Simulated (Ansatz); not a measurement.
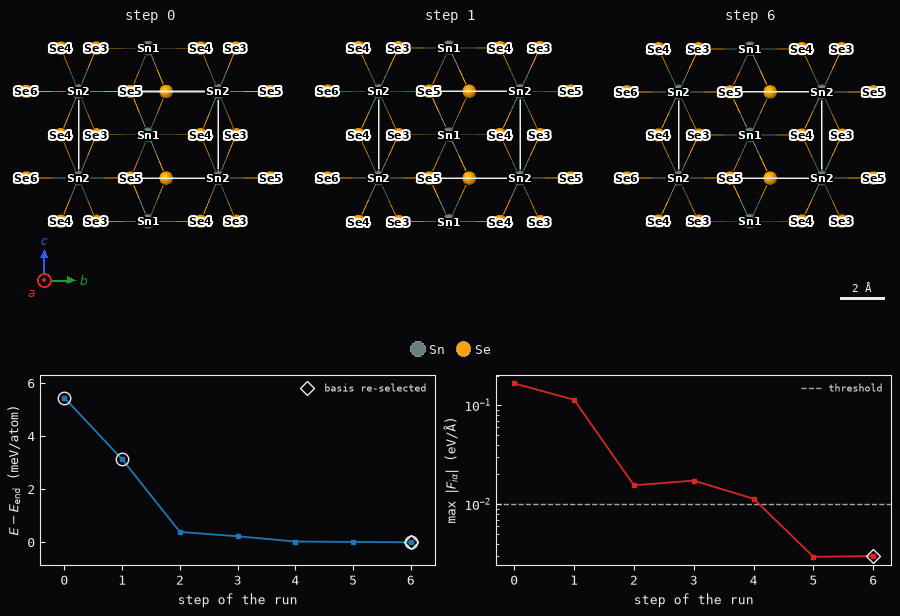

Frames of a relaxation of a crystal of SnSe₂ (built on the MgF2-58 type type), marked on the history of the run. A ball-and-stick model of the cell of the calculation, seen along the a axis.

Method: DFT, r2SCAN+rVV10, plane waves, PAW (Ansatz).

The input:
```yaml
crystal:
  lattice:
    - [6.2128667599, 0.0, 0.0]
    - [0.0, 6.3652890468, 0.0]
    - [0.0, 0.0, 3.9439059092]
  atoms:
    - { symbol: Sn, position: [0.5, 0.5, 0.5] }
    - { symbol: Sn, position: [0.0, 0.0, 0.0] }
    - { symbol: Se, position: [0.7365539208, 0.1266570392, 0.5] }
    - { symbol: Se, position: [0.2634460792, 0.8733429608, 0.5] }
    - { symbol: Se, position: [0.2365539208, 0.3733429608, 0.0] }
    - { symbol: Se, position: [0.7634460792, 0.6266570392, 0.0] }
kpoints:
  mp_grid: { grid: [4, 4, 6] }
hamiltonian:
  xc: r2scan
  dispersion: rvv10
scf:
  occupations: { method: fermi_dirac, width: 0.03 }
relax:
  f_tol: 0.01
  cell: {}
  max_steps: 120
```

Run as
```bash
ansatz run input.yaml --threads 2 --pin off --max-ram 29491MiB --backend cpu --events-out ev --progress --plain --runs-dir out
```

> Describe the path.

Over 5 accepted moves (6 points after the start) the energy falls by 5.4 meV per atom. The largest force component goes from 0.17 to 0.003 eV/Å. Pressure: −0.05 GPa at the start and 0.00 GPa at the end. The SCF was repeated once at an unchanged geometry on a basis and grid sized afresh for the cell, which shifted the energy by less than 0.05 meV per atom at most. The largest moves relative to the cell, 0.10 Å, are those of Se3, Se4, Se5 and Se6. Se6 goes along [−2 3 0]. Sn stays in place. The drawn cell changes as follows: a 6.213 → 6.156 Å (−0.9 %), b 6.365 → 6.524 Å (+2.5 %), c 3.944 → 3.923 Å (−0.5 %); the volume changes by +1.0 %. Some distances before and after: Sn1–Se5 2.687 → 2.668 Å, Sn1–Se3 2.794 → 2.799 Å. The space group stays Pnnm (No. 58). From step 0 to 1: Se atoms move most (0.14 Å), volume +2.4 %, energy −2.3 meV per atom. From step 1 to 6: Se atoms move most (0.04 Å), volume −1.3 %, energy −3.1 meV per atom.

```csv
step,"E − E(0), meV/atom","largest force component, eV/Å","pressure, GPa","volume, Å³/atom",note
0,0.00,0.1666,-0.05,25.995,
1,-2.32,0.1139,-0.42,26.611,
2,-5.06,0.0155,-0.08,26.314,
3,-5.22,0.0173,-0.30,26.383,
4,-5.42,0.0113,-0.06,26.277,
5,-5.43,0.0029,0.00,26.266,
6,-5.45,0.0030,0.00,26.266,"same geometry, new basis"
```
